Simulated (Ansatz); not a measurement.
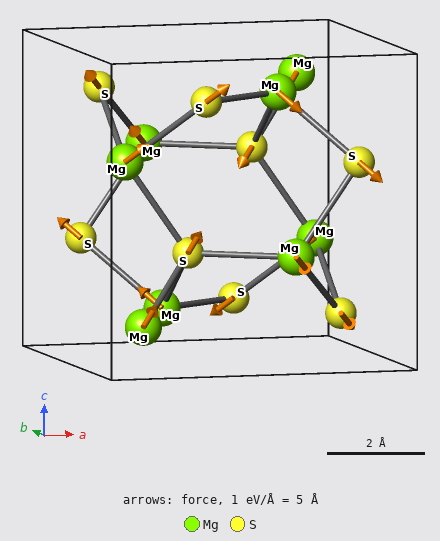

Starting geometry of crystalline MgS (a generated structure, set up in Pa-3) (coarse preliminary run) with the computed forces as orange arrows. Style: ball-and-stick. Shown: the cell of the calculation, slightly off an axis.

Level of theory: Ansatz 0.2.0, DFT PBE, scalar-relativistic, plane waves, PAW. Settings: plane-wave cutoff 420 eV; k-point mesh 4 × 4 × 4; occupations gaussian; smearing width 0.1 eV; no spin polarisation; cell and atoms relaxed; force threshold 0.04 eV/Å; at most 70 steps.

What follows when this structure is relaxed?

It isn't relaxed: the largest force vector, on Mg atoms, is 0.14 eV/Å. The atoms end up moving mostly along the starting forces (cosine between the two patterns 0.93). The largest moves relative to the cell, 0.14 Å, are those of Mg atoms. Largest moves by element: Mg 0.14 Å, S 0.06 Å. Cell: a = b = c 6.615 → 6.982 Å (+5.5 %). Volume +17.6 %. Near-neighbour distances that change, for instance: Mg–S 2.375 → 2.521 Å, Mg–S 2.360 → 2.410 Å. Bond angles that change, for instance: S–Mg–S 98.1° → 100.9°. The space group stays Pa-3 (No. 205). The energy falls by 1.820 eV per cell of the calculation in 3 accepted moves (4 points after the start). The largest force component goes from 0.083 to 0.019 eV/Å. The pressure goes from 12.38 to 0.04 GPa. At 1 point the geometry stayed and the basis and grid were re-selected for the new cell (energy shift of 3.5 meV per cell of the calculation at most each time).
